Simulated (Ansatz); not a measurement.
## Be: field-gradient calculation

- system: Be (1 atom in the cell)
- method: DFT, PBE, PAW with Ansatz's default frozen-core files, scalar-relativistic, no spin polarisation (Ansatz 0.2.0)

The structure derives from a Materials Project entry. Its volume is 0.96 times that of the source entry. It belongs to a series of runs on one base structure; here: volume scaled by 0.96, PAW files.

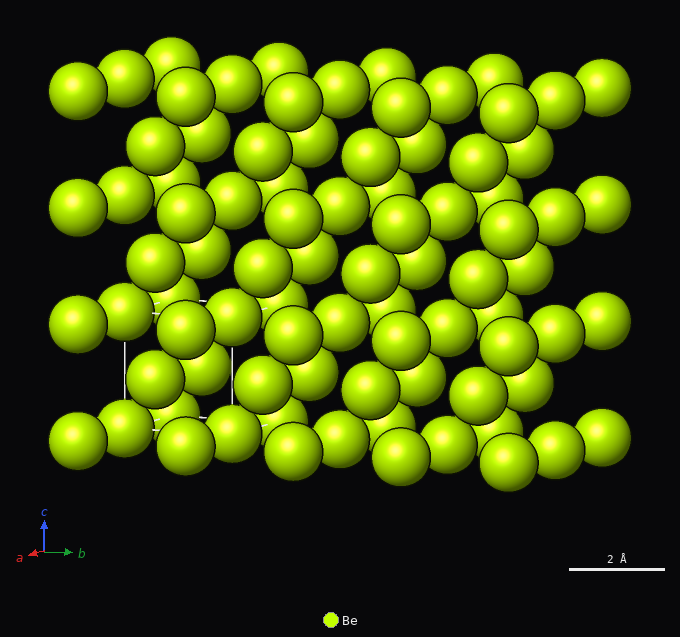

**Figure 1.** The input geometry (spheres-only view of the cell 2 times as large as that of the calculation, set on its symmetry axes, repeated 2 × 4 × 3, seen slightly off an axis).

**The input**
```yaml
crystal:
  lattice:
    - [-1.2361848083, 1.2361848083, 1.2361848083]
    - [1.2361848083, -1.2361848083, 1.2361848083]
    - [1.2361848083, 1.2361848083, -1.2361848083]
  atoms:
    - { symbol: Be, position: [0.0, 0.0, 0.0] }
kpoints:
  mp_grid: { grid: [23, 23, 23] }
scf:
  occupations: { method: fermi_dirac, width: 0.03 }
hamiltonian:
  xc: pbe
  pseudopotentials: { kind: paw }
output:
  forces: true
  stress: true
  eigenvalues: true
  efg: { contact_densities: true }
  write_density: true
  write_potential: true
  elf: true
  volumetric_format: npy
```

Machine: 1 thread of Intel Xeon (Sapphire Rapids), 64 GiB of memory available, shared host.

Run as:
```bash
ansatz run input.yaml --threads 1 --pin off --max-ram 3072MiB --backend cpu --events-out ev --progress --plain --runs-dir out
```

**What the program printed**
```
Engine: ansatz 0.2.0, x86_64-unknown-linux-gnu
Pseudopotentials: kind: paw
Pseudopotential: Be, paw, valence charge 2, recommended cutoff 420 eV (normal), Be.paw.azcp
Functional definition: PBE
  parameter kappa = 0.804
  parameter beta = 0.06672455060314922
  exchange = pbe_x(kappa = kappa, mu = beta*pi^2/3)
  correlation = pbe_c(beta = beta)
Crystal: 1 atoms, lattice volume = 7.556 Å³
Basis set: ecut = 420 eV, 141 PW (Γ), exchange–correlation on 30×30×30 points (8 copies of the dense FFT grid, shifted against one another)
Bands: 5, of which v1, the nominal top of the filled ones, is band 1 counted from 1 (0 counted from 0)
Symmetry: 48 space group operations
Space group: Im-3m (ITA 229), of the structure as read, at distance tolerance 2.0e-5 Å
k-points: 364 of 12167
Non-local potential: Be, projectors of the file, l = 0: 2, l = 1: 2, l = 2: 1
PAW form: soft (Blöchl's): semilocal exchange-correlation on the pseudo side does not see the compensation charge
PAW one-centre angular grid: Be, 110 points (default); XC on 64 Gauss nodes
Initial density: superposition of atomic densities (neutral atoms: chi_scale 0, normalization atom), corrected by the library's trained network
Initial wavefunctions: pseudopotential atomic-orbital guess
Functional: x = pbe(κ = 0.804, μ = 0.2195149727645171), c = pbe(β = 0.06672455060314922)
SCF iter   1: F=—  HF=-92.658923 eV  |F-HF|=—  |Δ(HF+E_count)|=         —  Δρ=5.45e-4  dr2=7.91e-6  ethr=1.77e-3  ⟨swp⟩=4.3  Hψ=16957  notcnv=0
preconditioner: auto → none  [insulator: Δε(μ)=0.091 eV  Ē_g=19.495 eV  σ=0.030 eV  W_gap=0.63  n_scr=0 (ndim 8)  ℏωp=19.1 eV  f_vac=0.000  D(μ)=0.16/eV (n_scr^D=0)  ε∞_Penn≈2.0]
SCF iter   2: F=—  HF=-92.658957 eV  |F-HF|=—  |Δ(HF+E_count)|=   3.43e-5  Δρ=2.77e-4  dr2=2.04e-6  ethr=3.95e-7  ⟨swp⟩=1.9  Hψ=5064  notcnv=0
iter 3 did not close the SCF: its close was put off for the readings that it lacked (scf_convergence_deferred on its scf_iter line)
SCF iter   3: F=-92.658941 eV  HF=-92.658941 eV  |F-HF|=1.11e-9  |Δ(HF+E_count)|=   1.64e-5  Δρ=7.27e-6  dr2=2.03e-9  ethr=1.02e-7  ⟨swp⟩=1.5  Hψ=2103  notcnv=0
iter 4 did not close the SCF: its close was put off for the readings that it lacked (scf_convergence_deferred on its scf_iter line)
SCF iter   4: F=-92.658941 eV  HF=-92.658941 eV  |F-HF|=6.74e-12  |Δ(HF+E_count)|=   3.26e-9  Δρ=2.52e-6  dr2=1.86e-10  ethr=1.01e-10  ⟨swp⟩=1.5  Hψ=2125  notcnv=0
iter 5 did not close the SCF: its close was put off for the readings that it lacked (scf_convergence_deferred on its scf_iter line)
SCF iter   5: F=-92.658941 eV  HF=-92.658941 eV  |F-HF|=5.83e-13  |Δ(HF+E_count)|=  1.42e-11  Δρ=1.83e-7  dr2=8.79e-13  ethr=9.29e-12  ⟨swp⟩=1.8  Hψ=2236  notcnv=0
SCF iter   6: F=-92.658941 eV  HF=-92.658941 eV  |F-HF|=1.42e-14  |Δ(HF+E_count)|=  5.83e-13  Δρ=2.36e-8  dr2=1.32e-14  ethr=1.00e-12  ⟨swp⟩=2.1  Hψ=4898  notcnv=0
SCF 1 converged in 6 iterations: F = -92.658941 eV  dr2 = 1.32e-14
  greatest PAW one-centre occupation: 0.358 electrons in one spin orbital (limit 2), on the Be atom at site 0 (counted from 0), in its partial waves of l = 0
```

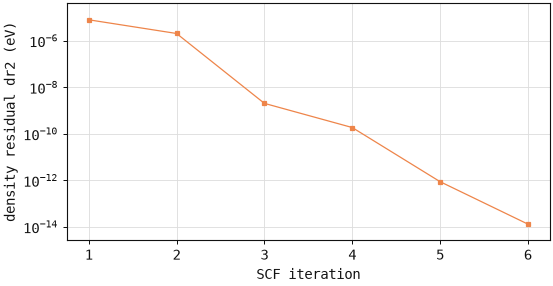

**Figure 2.** Convergence of the self-consistent field: density residual dr2 against the SCF iteration. The residual falls at every step.

```
SCF converged after 6 iterations
Free energy (F): -92.658941 eV
Harris-Foulkes:  -92.658941 eV  (|F-HF|=1.42e-14)
Internal energy: -92.658421 eV  (E = F + TS)
E sigma→0 (E₀):  -92.658681 eV
Entropy (-TS):   -0.000519 eV (-0.519 meV/atom)
Fermi energy:    9.475481 eV
--- Per-component energies (eV) ---
  E_band       = 6.819111
  E_kinetic    = 21.750914
  E_local      = 3.167723  (includes V_loc(G=0)·N_el)
  E_nonlocal   = 4.384807
  E_hartree    = 0.022296
  E_xc         = -20.006131
  E_vxc        = -21.094995  (∫ρ·V_xc dr)
  E_paw        = -59.586576  (= ΣΔE_a)
  E_vpaw       = -1.433930  (= ΣTr[D̂ρ^β])
  E_aug_tail   = -0.000001  (compensation charges beyond the density's cutoff)
  E_ewald      = -42.391454
  E_smearing   = -0.000519  (= −TS)
  E_closure    = 0.000000  (closes the sum)
  Σ components = -92.658941   (vs F -92.658941, Δ=0.00e0)
--- Forces (eV/Å), atoms counted from 1 ---
  atom   1  Be     0.00000000    -0.00000000     0.00000000
  max |Σ_I F_I| component: 3.27e-33 eV/Å
--- Stress (GPa, compression-positive) ---
        4.429799       0.000000       0.000000
       -0.000000       4.429799      -0.000000
       -0.000000      -0.000000       4.429799
  P = ⅓ Tr σ = 4.4298 GPa (44.298 kbar)
--- PAW observables at the nuclei: V_zz in 10²¹ V/m², potentials from the cell's mean, atoms counted from 1 ---
  atom   1  Be V_zz =    +0.000000   η = 0.0000   by run symmetry: forbidden
            electrostatic potential = -243.091666 V   contact ρ = 238.402954 e/Å³
--- Band table (eV; the first three rows and the last of 364) ---
  k-point 0: bands = ["-3.0452", "29.4348", "29.4348", "29.4348", "40.9047"]
  k-point 1: bands = ["-2.9779", "29.0961", "29.1481", "29.3527", "39.9451"]
  k-point 2: bands = ["-2.7760", "28.0523", "28.4063", "29.1106", "38.0530"]
  k-point 363: bands = ["13.0842", "13.5675", "13.5675", "19.4845", "19.9469"]
```

**File rho_z.tsv**
```
# z_ang	rho[e/angstrom^3]
# format = ansatz-planar-average/11
# lattice	-1.236184808	1.236184808	1.236184808
# lattice	1.236184808	-1.236184808	1.236184808
# lattice	1.236184808	1.236184808	-1.236184808
# sites	1
# site	4	0.000000000	0.000000000	0.000000000
0.000000	2.519589e-1
0.142742	2.538521e-1
0.285485	2.586207e-1
0.428227	2.641549e-1
0.570969	2.684971e-1
0.713712	2.708409e-1
0.856454	2.715657e-1
0.999196	2.715830e-1
1.141939	2.715830e-1
1.284681	2.715657e-1
1.427423	2.708409e-1
1.570166	2.684971e-1
1.712908	2.641549e-1
1.855650	2.586207e-1
1.998393	2.538521e-1
```

**File v_z.tsv**
```
# z_ang	v_es[eV]	v_tot[eV]
# format = ansatz-planar-average/11
# xc	pbe
# density_cutoff_ev	1680
# datasets	Be=:simpson_from_first_knot:soft
# lattice	-1.236184808	1.236184808	1.236184808
# lattice	1.236184808	-1.236184808	1.236184808
# lattice	1.236184808	1.236184808	-1.236184808
# sites	1
# site	4	0.000000000	0.000000000	0.000000000
0.000000	-5.227235e0	-1.666426e1
0.142742	-4.662399e0	-1.603384e1
0.285485	-3.109876e0	-1.426136e1
0.428227	-9.118723e-1	-1.174973e1
0.570969	1.554651e0	-9.079428e0
0.713712	3.854357e0	-6.769261e0
0.856454	5.478241e0	-5.180398e0
0.999196	6.168117e0	-4.474164e0
1.141939	6.168117e0	-4.474164e0
1.284681	5.478241e0	-5.180398e0
1.427423	3.854357e0	-6.769261e0
1.570166	1.554651e0	-9.079428e0
1.712908	-9.118723e-1	-1.174973e1
1.855650	-3.109876e0	-1.426136e1
1.998393	-4.662399e0	-1.603384e1
```

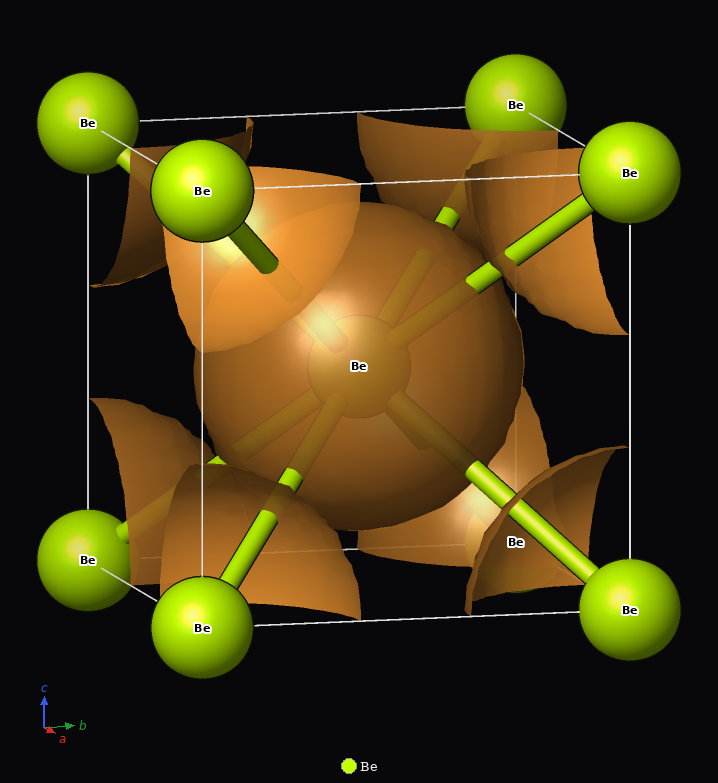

**Figure 3.** Isosurface of the electron localisation function at 0.55 (orange), seen slightly off an axis. Core shells and regions of very low density are left out. Sticks mark near contacts. The outline is the cell set on symmetry axes. In a PAW calculation such maps are meaningful between the atoms, not at the nuclei.

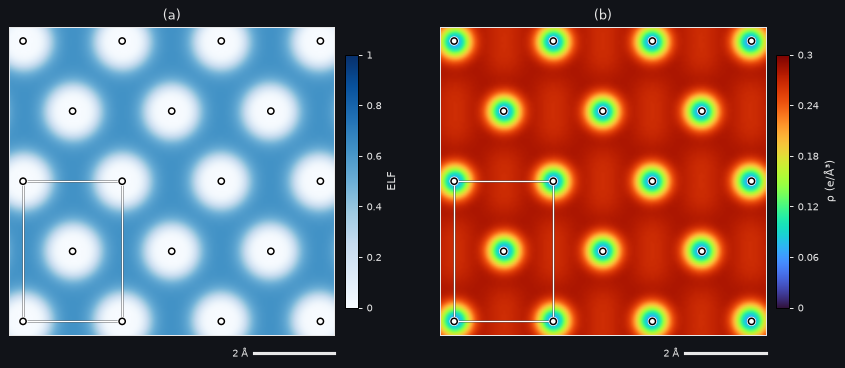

**Figure 4.** (a) electron localisation function; (b) valence charge density (pseudo) on the (11̄0) plane of the conventional cell. Circles mark the nuclei in the plane (Be). Atoms in the plane: Be. Be–Be (2.14 Å): ρ is about 0.28 e/Å³ halfway; the ELF is about 0.60 at the midpoint (metallic bonding. Away from the nuclei the density in this plane falls to 0.26 e/Å³ at its lowest. The ELF has a maximum of about 0.60 in the space between the atoms.

**Results in brief**

| quantity | value |
| --- | --- |
| outcome | converged |
| space group (tolerance 0.01 Å) | Im-3m (229) |
| electrons treated | 2 |
| free energy | −92.6589 eV |
| Fermi energy | 9.475 eV |
| pressure | 4.43 GPa |
| field gradient V_zz (10²¹ V/m²) | zero at all sites |
| largest force (length of the vector) | under 0.001 eV/Å |
| wall time | 1.6 s |
| peak memory | 0.35 GiB |
